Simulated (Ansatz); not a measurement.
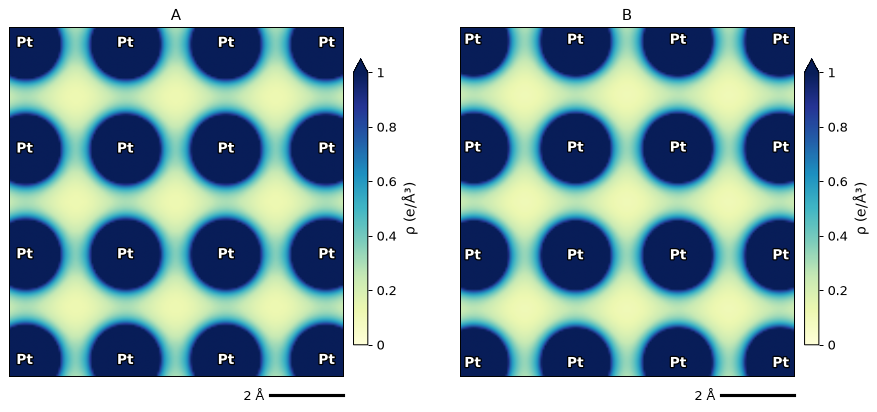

Pt. The valence electron density of two cells that differ in size, on the (101) plane of each (indices in the axes of the calculation cell), at one length scale and on one colour scale; one has 16.1 and the other 17.1 Å³ an atom.

These are results of DFT PBE, scalar-relativistic, plane waves, PAW (Ansatz 0.2.0), not measurements.

The density is the valence pseudo-density of a PAW calculation; it isn't the true density close to the nuclei.

Which is the denser cell? Describe the effect of the change.

Answer. Panel A is the smaller cell, by 6 % in volume. From the larger cell to the smaller, Pt–Pt goes from 2.82 to 2.77 Å, and the density at its midpoint from 0.33 to 0.37 e/Å³; the pressure goes from −16 to −5 GPa.

PAW datasets: the set soft_1.
